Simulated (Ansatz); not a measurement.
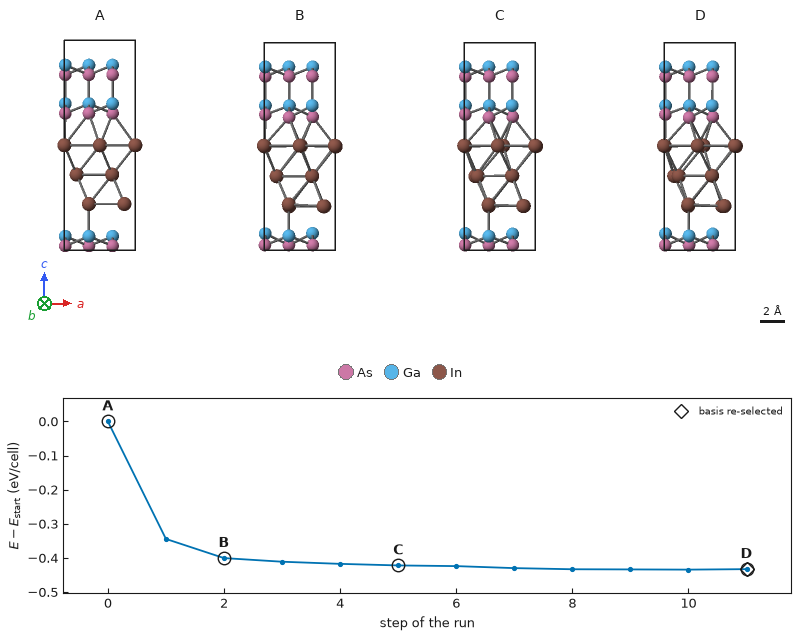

Frames of a relaxation of an interface cell of composition In₄Ga₃As₃, marked on the history of the run. Style: ball-and-stick. Shown: the cell of the calculation (origin shifted), along the b axis.

Case: film shifted by (0, 0) in the plane.

Method: Ansatz 0.2.0, DFT LDA, scalar-relativistic, plane waves, PAW. (plane-wave cutoff 420 eV; k-point mesh 6 × 6 × 2; occupations gaussian; smearing width 0.1 eV; no spin polarisation; cell relaxed at fixed a, b, gamma, alpha, beta; force threshold 0.02 eV/Å; at most 70 steps)

### What happens along the run?

An In atom moves most relative to the cell: 0.32 Å roughly along [3 1 0]. By element the largest moves are In 0.32 Å, As 0.24 Å, Ga 0.23 Å. Cell: a = b unchanged at 6.863 Å, c 17.572 → 17.376 Å (−1.1 %). Volume −1.1 %. Some distances before and after: In–In 3.431 → 3.723 Å, In–In 3.431 → 3.141 Å, In–In 3.431 → 3.700 Å, In–In 3.431 → 3.164 Å. Among the angles between lasting bonds that change: In–In–In 89.4° → 100.6°, In–In–In 90.0° → 100.2°, In–In–In 90.6° → 100.3°. Over 10 accepted moves (11 points after the start) the energy falls by 0.433 eV per cell of the calculation. The largest force component goes from 0.63 to 0.0079 eV/Å. The pressure goes from −1.17 to −1.29 GPa. At 1 point the geometry stayed and the basis and grid were re-selected for the new cell (energy shift of 1.4 meV per cell of the calculation at most each time). From step 0 to 2: a Ga atom moves most (0.26 Å), volume −1.1 %, energy −0.400 eV per cell of the calculation. From step 2 to 5: an In atom moves most (0.21 Å), energy −21.5 meV per cell of the calculation. From step 5 to 11: an In atom moves most (0.16 Å), energy −10.9 meV per cell of the calculation.

```csv
step,"E − E(0), meV/atom","largest force component, eV/Å","pressure, GPa","volume, Å³/atom",note
0,0.00,0.6285,-1.17,23.890,
1,-11.47,0.3578,-1.42,23.770,
2,-13.34,0.1488,-1.35,23.624,
3,-13.70,0.0315,-1.40,23.659,
4,-13.90,0.0368,-1.35,23.641,
5,-14.06,0.0523,-1.30,23.624,
6,-14.12,0.0726,-1.20,23.580,
7,-14.32,0.0702,-1.28,23.626,
8,-14.43,0.0341,-1.28,23.619,
9,-14.45,0.0248,-1.31,23.630,
10,-14.47,0.0079,-1.29,23.624,
11,-14.42,0.0079,-1.29,23.624,"same geometry, new basis"
```
